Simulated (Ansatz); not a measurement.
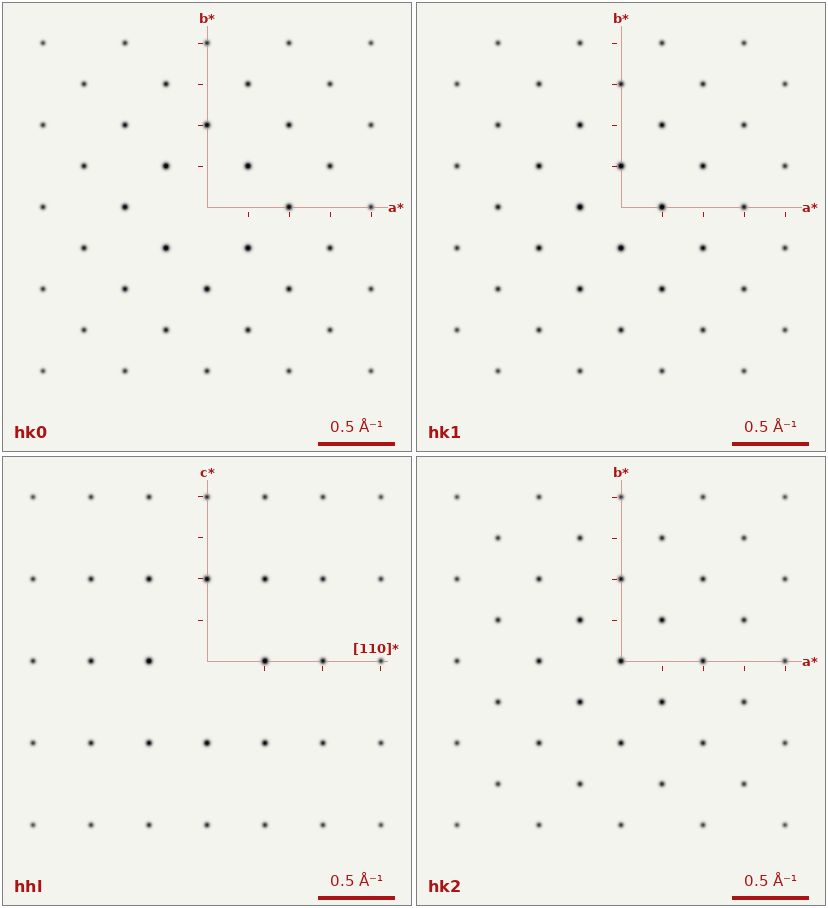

Simulated precession-type sections (X-rays; kinematic intensities, B = 0.5 Å²). The ticks mark integer indices of the conventional cell.

The compound is Sc. Structure: the geometry relaxed with DFT, PBE, plane waves (420 eV) with PAW, scalar-relativistic in Ansatz 0.2.0; the starting structure was generated, so it need not be a known form of this composition.

Read the reciprocal cell and give the direct cell.

Answer. a* = 0.272, b* = 0.272, c* = 0.272 Å⁻¹; the cell is cubic with a = 3.68 Å.

List the systematic absences.

Answer. Reflections are present only under these conditions. hkl: h + k + l = 2n; hk0: h + k = 2n; hhl: l = 2n; h00: h = 2n. The lattice is body-centred (I).

Which space groups fit?

Answer. The intensities have Laue symmetry m-3m (the hk0 layer shows 4mm, hk1 shows 4mm). With these conditions the candidates are I432 (No. 211), I-43m (No. 217), Im-3m (No. 229). Diffraction geometry alone does not choose among them; the structure has Im-3m.
